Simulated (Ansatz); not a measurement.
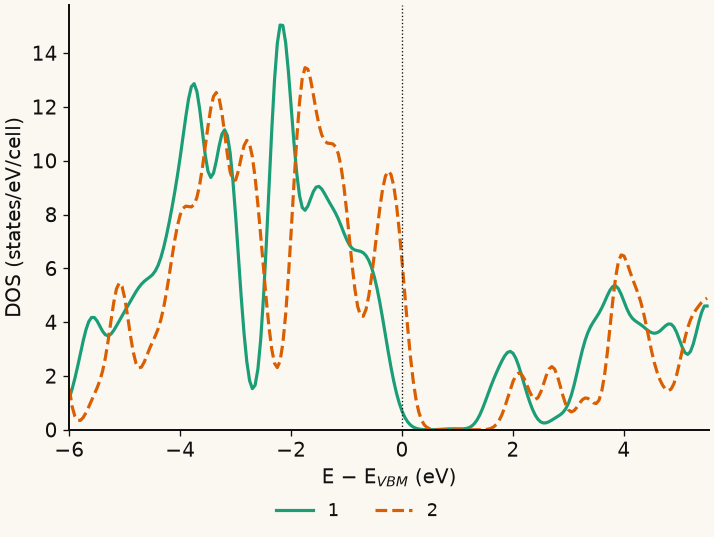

Densities of states of two runs on ZnCu2SnS4, space group I-4 (No. 82), 8 atoms in the cell, each from its own valence-band top, built from the levels of each run's k mesh with Gaussians 0.4 eV wide, which blur the band edges.

Base run: DFT with r2SCAN, PAW plane waves, Ueff = 2.79 eV on Cu d, spin-polarised, 5×5×5 k mesh, 500 eV cutoff, cold smearing of 0.059 eV (Ansatz 0.2.0).

The second run changes scf.mixing.preconditioner from the default to kerker, kpoints.mp_grid.grid from [5, 5, 5] to [2, 2, 2] and kpoints.mp_grid.shift from [0, 0, 0] to [0.5, 0.5, 0.5].

Which curve is the changed run?

Answer. Curve 2. The base run has a gap of 0.92 eV on its mesh; the changed run has a gap of 2.03 eV on its mesh. The coarser mesh has fewer levels, so its curve breaks up into taller, sparser peaks. The shifted mesh leaves out Γ and other symmetric points, so it misses a band edge and overstates the gap. The free energy rises by 0.4 meV an atom. The setting looks careless but does no harm here: the run ends within 1 meV an atom of the base.

On the base run: The run started without moments.
